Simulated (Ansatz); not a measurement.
# Run report: Ti, geometry relaxation (part 3 of 3)

Continued. System: Ti (14 atoms in the cell). Method: DFT PBE, scalar-relativistic, plane waves, PAW, no spin polarisation (Ansatz 0.2.0); cutoff 420 eV, 1×1×17 k-mesh, Gaussian smearing of 0.05 eV. The structure derives from an entry of the Crystallography Open Database. It belongs to a series of runs on one base structure; here: wire along [0 0 1], 14 atoms a period.

Geometry of the input (Å; fractional positions):
```
17.1000  0.0000  0.0000
0.0000  17.4000  0.0000
0.0000  0.0000  3.2555
Ti 0.3572  0.3597  0.0000
Ti 0.3572  0.5468  0.0000
Ti 0.5476  0.3597  0.0000
Ti 0.5476  0.5468  0.0000
Ti 0.5476  0.7339  0.0000
Ti 0.7380  0.5468  0.0000
Ti 0.2620  0.4532  0.5000
Ti 0.2620  0.6403  0.5000
Ti 0.4524  0.2661  0.5000
Ti 0.4524  0.4532  0.5000
Ti 0.4524  0.6403  0.5000
Ti 0.6428  0.2661  0.5000
Ti 0.6428  0.4532  0.5000
Ti 0.6428  0.6403  0.5000
```

Trajectory as extended XYZ (Å, eV, eV/Å), 11 frames, from step=1 to step=11
```
14
Lattice="17.1000 0.0000 0.0000 0.0000 17.4000 0.0000 0.0000 0.0000 3.2555" Properties=species:S:1:pos:R:3:forces:R:3 step=1 energy=-34980.00008 pressure_GPa=-2.54
Ti    6.1084    6.2584    0.0000    0.2831   0.2828   0.0000
Ti    6.1084    9.5139    0.0000   -0.8090   0.0872   0.0000
Ti    9.3639    6.2584    0.0000    0.0864  -0.8096   0.0000
Ti    9.3639    9.5139    0.0000    0.4165   0.4159   0.0000
Ti    9.3639   12.7694    0.0000   -0.0189  -1.2214   0.0000
Ti   12.6194    9.5139    0.0000   -1.2206  -0.0193   0.0000
Ti    4.4806    7.8861    1.6278    0.7271   0.5443   0.0000
Ti    4.4806   11.1416    1.6278    1.1225  -1.1966   0.0000
Ti    7.7361    4.6306    1.6278    0.5439   0.7269   0.0000
Ti    7.7361    7.8861    1.6278   -0.3418  -0.3418   0.0000
Ti    7.7361   11.1416    1.6278    0.0523   0.4194   0.0000
Ti   10.9916    4.6306    1.6278   -1.1961   1.1233   0.0000
Ti   10.9916    7.8861    1.6278    0.4193   0.0532   0.0000
Ti   10.9916   11.1416    1.6278   -0.0647  -0.0644   0.0000
14
Lattice="17.1000 0.0000 0.0000 0.0000 17.4000 0.0000 0.0000 0.0000 3.1554" Properties=species:S:1:pos:R:3:forces:R:3 step=2 energy=-34981.42742 pressure_GPa=-0.95
Ti    6.1490    6.2990    0.0000   -0.0908  -0.0910   0.0000
Ti    6.0911    9.4886    0.0000   -0.0158   0.0956   0.0000
Ti    9.3385    6.2410    0.0000    0.0956  -0.0157   0.0000
Ti    9.4050    9.5550    0.0000    0.1944   0.1948   0.0000
Ti    9.3623   12.6073    0.0000   -0.0133  -0.4976   0.0000
Ti   12.4574    9.5122    0.0000   -0.4969  -0.0130   0.0000
Ti    4.5706    7.9448    1.5777    0.0813   0.1423   0.0000
Ti    4.6125   10.9984    1.5777    0.4361  -0.4681   0.0000
Ti    7.7948    4.7205    1.5777    0.1420   0.0811   0.0000
Ti    7.7122    7.8622    1.5777   -0.0745  -0.0745   0.0000
Ti    7.7205   11.1707    1.5777   -0.2619   0.1630   0.0000
Ti   10.8485    4.7626    1.5777   -0.4679   0.4368   0.0000
Ti   11.0207    7.8706    1.5777    0.1625  -0.2620   0.0000
Ti   10.9893   11.1393    1.5777    0.3091   0.3083   0.0000
14
Lattice="17.1000 0.0000 0.0000 0.0000 17.4000 0.0000 0.0000 0.0000 3.0460" Properties=species:S:1:pos:R:3:forces:R:3 step=3 energy=-34981.85205 pressure_GPa=0.08
Ti    6.1000    6.2500    0.0000   -0.2174  -0.2172   0.0000
Ti    6.1101    9.4649    0.0000    0.3755  -0.1496   0.0000
Ti    9.3147    6.2601    0.0000   -0.1499   0.3753   0.0000
Ti    9.4926    9.6427    0.0000   -0.4992  -0.4999   0.0000
Ti    9.3501   12.5196    0.0000    0.0089   0.3714   0.0000
Ti   12.3701    9.4999    0.0000    0.3698   0.0086   0.0000
Ti    4.5545    7.9667    1.5230   -0.1853  -0.1575   0.0000
Ti    4.6853   10.9091    1.5230   -0.2239   0.1967   0.0000
Ti    7.8166    4.7044    1.5230   -0.1570  -0.1851   0.0000
Ti    7.6913    7.8413    1.5230    0.1930   0.1927   0.0000
Ti    7.6335   11.2163    1.5230    0.0694   0.0498   0.0000
Ti   10.7593    4.8357    1.5230    0.1966  -0.2238   0.0000
Ti   11.0661    7.7838    1.5230    0.0505   0.0696   0.0000
Ti   11.1281   11.2778    1.5230    0.1694   0.1692   0.0000
14
Lattice="17.1000 0.0000 0.0000 0.0000 17.4000 0.0000 0.0000 0.0000 2.9030" Properties=species:S:1:pos:R:3:forces:R:3 step=4 energy=-34982.10293 pressure_GPa=0.49
Ti    5.9983    6.1483    0.0000   -0.2198  -0.2198   0.0000
Ti    6.1364    9.4474    0.0000    0.2316  -0.0214   0.0000
Ti    9.2972    6.2863    0.0000   -0.0217   0.2318   0.0000
Ti    9.4552    9.6053    0.0000   -0.0710  -0.0713   0.0000
Ti    9.3769   12.6049    0.0000    0.0162   0.0778   0.0000
Ti   12.4551    9.5266    0.0000    0.0772   0.0165   0.0000
Ti    4.4871    7.9434    1.4515   -0.1341  -0.1929   0.0000
Ti    4.6742   10.9010    1.4515   -0.2773   0.2818   0.0000
Ti    7.7933    4.6371    1.4515   -0.1924  -0.1337   0.0000
Ti    7.6668    7.8168    1.4515    0.0028   0.0032   0.0000
Ti    7.6173   11.2988    1.4515    0.1365   0.1252   0.0000
Ti   10.7513    4.8247    1.4515    0.2819  -0.2780   0.0000
Ti   11.1486    7.7674    1.4515    0.1257   0.1362   0.0000
Ti   11.2146   11.3643    1.4515    0.0444   0.0444   0.0000
14
Lattice="17.1000 0.0000 0.0000 0.0000 17.4000 0.0000 0.0000 0.0000 2.8845" Properties=species:S:1:pos:R:3:forces:R:3 step=5 energy=-34982.16634 pressure_GPa=0.00
Ti    5.8927    6.0427    0.0000   -0.0067  -0.0066   0.0000
Ti    6.1363    9.4566    0.0000    0.0356   0.1074   0.0000
Ti    9.3064    6.2863    0.0000    0.1078   0.0362   0.0000
Ti    9.4604    9.6103    0.0000   -0.0879  -0.0878   0.0000
Ti    9.4190   12.6495    0.0000   -0.0185   0.0421   0.0000
Ti   12.4997    9.5689    0.0000    0.0423  -0.0180   0.0000
Ti    4.4587    7.9013    1.4422    0.0531   0.0144   0.0000
Ti    4.6352   10.9397    1.4422    0.0324   0.0021   0.0000
Ti    7.7514    4.6087    1.4422    0.0145   0.0533   0.0000
Ti    7.6190    7.7691    1.4422   -0.0896  -0.0899   0.0000
Ti    7.6481   11.3546    1.4422   -0.0112  -0.0336   0.0000
Ti   10.7899    4.7857    1.4422    0.0019   0.0322   0.0000
Ti   11.2046    7.7982    1.4422   -0.0337  -0.0119   0.0000
Ti   11.2509   11.4007    1.4422   -0.0399  -0.0398   0.0000
14
Lattice="17.1000 0.0000 0.0000 0.0000 17.4000 0.0000 0.0000 0.0000 2.8937" Properties=species:S:1:pos:R:3:forces:R:3 step=6 energy=-34982.19817 pressure_GPa=-0.02
Ti    5.7975    5.9496    0.0000    0.0083   0.0080   0.0000
Ti    6.2049    9.5292    0.0000    0.0371  -0.2253   0.0000
Ti    9.3813    6.3575    0.0000   -0.2296   0.0388   0.0000
Ti    9.3701    9.5188    0.0000    0.0671   0.0661   0.0000
Ti    9.4097   12.6911    0.0000    0.1106  -0.0148   0.0000
Ti   12.5433    9.5608    0.0000   -0.0144   0.1114   0.0000
Ti    4.5031    7.9289    1.4468    0.0788   0.0642   0.0000
Ti    4.7000   10.9930    1.4468   -0.0688   0.1189   0.0000
Ti    7.7790    4.6568    1.4468    0.0643   0.0788   0.0000
Ti    7.4771    7.6281    1.4468    0.0005  -0.0068   0.0000
Ti    7.6824   11.4124    1.4468   -0.1250  -0.0308   0.0000
Ti   10.8437    4.8510    1.4468    0.1194  -0.0702   0.0000
Ti   11.2667    7.8321    1.4468   -0.0341  -0.1241   0.0000
Ti   11.1134   11.2629    1.4468   -0.0143  -0.0142   0.0000
14
Lattice="17.1000 0.0000 0.0000 0.0000 17.4000 0.0000 0.0000 0.0000 2.8972" Properties=species:S:1:pos:R:3:forces:R:3 step=7 energy=-34982.21063 pressure_GPa=-0.05
Ti    5.8176    5.9684    0.0000    0.0028   0.0019   0.0000
Ti    6.1927    9.5042    0.0000   -0.0207  -0.0465   0.0000
Ti    9.3557    6.3435    0.0000   -0.0477  -0.0218   0.0000
Ti    9.3886    9.5384    0.0000    0.0246   0.0235   0.0000
Ti    9.4103   12.6764    0.0000    0.0211  -0.0376   0.0000
Ti   12.5268    9.5615    0.0000   -0.0380   0.0212   0.0000
Ti    4.5074    7.9291    1.4486    0.0322   0.0374   0.0000
Ti    4.6936   10.9997    1.4486   -0.0033   0.0234   0.0000
Ti    7.7794    4.6589    1.4486    0.0372   0.0326   0.0000
Ti    7.5061    7.6558    1.4486   -0.0322  -0.0327   0.0000
Ti    7.6590   11.3953    1.4486    0.0037   0.0180   0.0000
Ti   10.8504    4.8434    1.4486    0.0233  -0.0015   0.0000
Ti   11.2469    7.8093    1.4486    0.0181   0.0035   0.0000
Ti   11.1377   11.2881    1.4486   -0.0211  -0.0213   0.0000
14
Lattice="17.1000 0.0000 0.0000 0.0000 17.4000 0.0000 0.0000 0.0000 2.8927" Properties=species:S:1:pos:R:3:forces:R:3 step=8 energy=-34982.21294 pressure_GPa=-0.00
Ti    5.8025    5.9532    0.0000    0.0096   0.0090   0.0000
Ti    6.1944    9.5044    0.0000   -0.0129  -0.0086   0.0000
Ti    9.3555    6.3452    0.0000   -0.0087  -0.0136   0.0000
Ti    9.3838    9.5332    0.0000   -0.0076  -0.0068   0.0000
Ti    9.4132   12.6744    0.0000    0.0012  -0.0102   0.0000
Ti   12.5245    9.5643    0.0000   -0.0095   0.0013   0.0000
Ti    4.5142    7.9368    1.4464   -0.0051   0.0155   0.0000
Ti    4.7051   11.0191    1.4464   -0.0059   0.0086   0.0000
Ti    7.7870    4.6654    1.4464    0.0156  -0.0049   0.0000
Ti    7.4869    7.6367    1.4464   -0.0080  -0.0077   0.0000
Ti    7.6564   11.4024    1.4464    0.0199   0.0056   0.0000
Ti   10.8700    4.8555    1.4464    0.0083  -0.0061   0.0000
Ti   11.2538    7.8064    1.4464    0.0054   0.0203   0.0000
Ti   11.1248   11.2752    1.4464   -0.0024  -0.0025   0.0000
14
Lattice="17.1000 0.0000 0.0000 0.0000 17.4000 0.0000 0.0000 0.0000 2.8931" Properties=species:S:1:pos:R:3:forces:R:3 step=9 energy=-34982.21278 pressure_GPa=-0.01 accepted=F
Ti    5.8072    5.9504    0.0000    0.0071   0.0026   0.0000
Ti    6.2030    9.5071    0.0000   -0.0131  -0.0061   0.0000
Ti    9.3520    6.3341    0.0000    0.0000  -0.0080   0.0000
Ti    9.3814    9.5345    0.0000   -0.0081  -0.0018   0.0000
Ti    9.4136   12.6894    0.0000    0.0000  -0.0278   0.0000
Ti   12.5123    9.5662    0.0000   -0.0070  -0.0030   0.0000
Ti    4.5228    7.9388    1.4465   -0.0089   0.0126   0.0000
Ti    4.7103   11.0202    1.4465   -0.0018   0.0089   0.0000
Ti    7.7864    4.6547    1.4465    0.0114   0.0023   0.0000
Ti    7.4887    7.6330    1.4465   -0.0035  -0.0043   0.0000
Ti    7.6622   11.4090    1.4465    0.0075   0.0080   0.0000
Ti   10.8696    4.8483    1.4465    0.0040   0.0026   0.0000
Ti   11.2450    7.8046    1.4465    0.0104   0.0189   0.0000
Ti   11.1178   11.2820    1.4465    0.0021  -0.0048   0.0000
14
Lattice="17.1000 0.0000 0.0000 0.0000 17.4000 0.0000 0.0000 0.0000 2.8934" Properties=species:S:1:pos:R:3:forces:R:3 step=10 energy=-34982.21328 pressure_GPa=-0.00
Ti    5.8057    5.9556    0.0000   -0.0020  -0.0007   0.0000
Ti    6.1909    9.5044    0.0000   -0.0081   0.0074   0.0000
Ti    9.3550    6.3413    0.0000    0.0077  -0.0059   0.0000
Ti    9.3793    9.5296    0.0000    0.0044   0.0027   0.0000
Ti    9.4149   12.6720    0.0000   -0.0021  -0.0031   0.0000
Ti   12.5232    9.5656    0.0000   -0.0054  -0.0024   0.0000
Ti    4.5118    7.9411    1.4467    0.0052   0.0021   0.0000
Ti    4.7063   11.0264    1.4467    0.0026  -0.0038   0.0000
Ti    7.7917    4.6627    1.4467    0.0019   0.0031   0.0000
Ti    7.4850    7.6348    1.4467   -0.0085  -0.0071   0.0000
Ti    7.6590   11.4011    1.4467    0.0005   0.0011   0.0000
Ti   10.8770    4.8572    1.4467   -0.0023   0.0021   0.0000
Ti   11.2516    7.8101    1.4467    0.0013  -0.0001   0.0000
Ti   11.1207   11.2705    1.4467    0.0047   0.0046   0.0000
14
Lattice="17.1000 0.0000 0.0000 0.0000 17.4000 0.0000 0.0000 0.0000 2.8934" Properties=species:S:1:pos:R:3:forces:R:3 step=11 energy=-34982.20846 pressure_GPa=0.00
Ti    5.8057    5.9556    0.0000   -0.0022  -0.0009   0.0000
Ti    6.1909    9.5044    0.0000   -0.0079   0.0074   0.0000
Ti    9.3550    6.3413    0.0000    0.0077  -0.0056   0.0000
Ti    9.3793    9.5296    0.0000    0.0044   0.0026   0.0000
Ti    9.4149   12.6720    0.0000   -0.0021  -0.0025   0.0000
Ti   12.5232    9.5656    0.0000   -0.0047  -0.0024   0.0000
Ti    4.5118    7.9411    1.4467    0.0048   0.0021   0.0000
Ti    4.7063   11.0264    1.4467    0.0021  -0.0033   0.0000
Ti    7.7917    4.6627    1.4467    0.0018   0.0027   0.0000
Ti    7.4850    7.6348    1.4467   -0.0085  -0.0071   0.0000
Ti    7.6590   11.4011    1.4467    0.0002   0.0010   0.0000
Ti   10.8770    4.8572    1.4467   -0.0018   0.0016   0.0000
Ti   11.2516    7.8101    1.4467    0.0012  -0.0004   0.0000
Ti   11.1207   11.2705    1.4467    0.0049   0.0048   0.0000
```

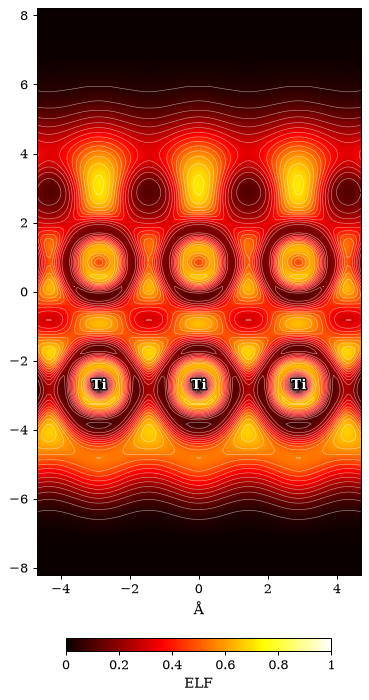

Figure 1. ELF on the (100) plane of the calculation cell, a cut from vacuum to vacuum. The section cuts through Ti sites. The strong features right at Ti lie inside the PAW spheres (semicore, d or f shells) and say nothing about bonding. The fields are those of the smooth PAW valence density.

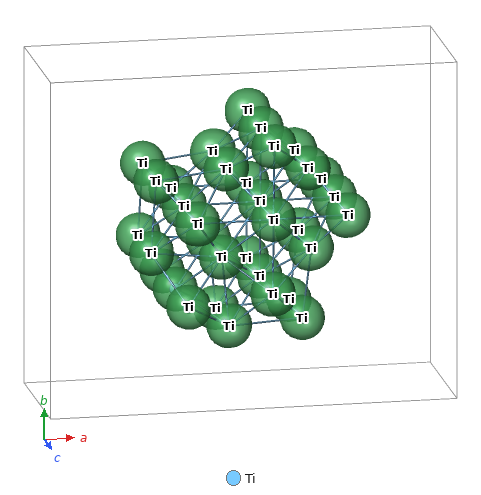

Figure 2. Isosurface of the valence charge density (pseudo) at 0.5 e/Å³ (green), seen from the side, at a tilt. Sticks mark near contacts. At this value the density breaks into separate islands; it holds about 75 % of the electrons treated as valence (semicore included). It is pinched off along the Ti–Ti (2.57 Å), Ti–Ti (2.64 Å), Ti–Ti (2.70 Å) and Ti–Ti (2.78 Å) contacts. On the grid the lowest density along these lines, outside the cores, is 0.3 e/Å³ (Ti–Ti, 2.57 Å), 0.26 e/Å³ (Ti–Ti, 2.64 Å), 0.22 e/Å³ (Ti–Ti, 2.70 Å) and 0.22 e/Å³ (Ti–Ti, 2.78 Å).

Results in brief

- outcome: converged
- electrons treated: 168
- free energy: −34982.2085 eV
- Fermi energy: 1.310 eV
- gap on the k-point mesh: none (metallic)
- final volume: 860.91 Å³
- largest force (length of the vector) at the end: 0.011 eV/Å
- hardware: 4 threads of AMD EPYC (Zen 5), 64 GiB of memory available, shared host
- wall time: 2.3 min (CPU time 9 min)
- peak memory: 2.4 GiB

Remarks

The program warns: the exchange-correlation potential is rough where the density is thin.
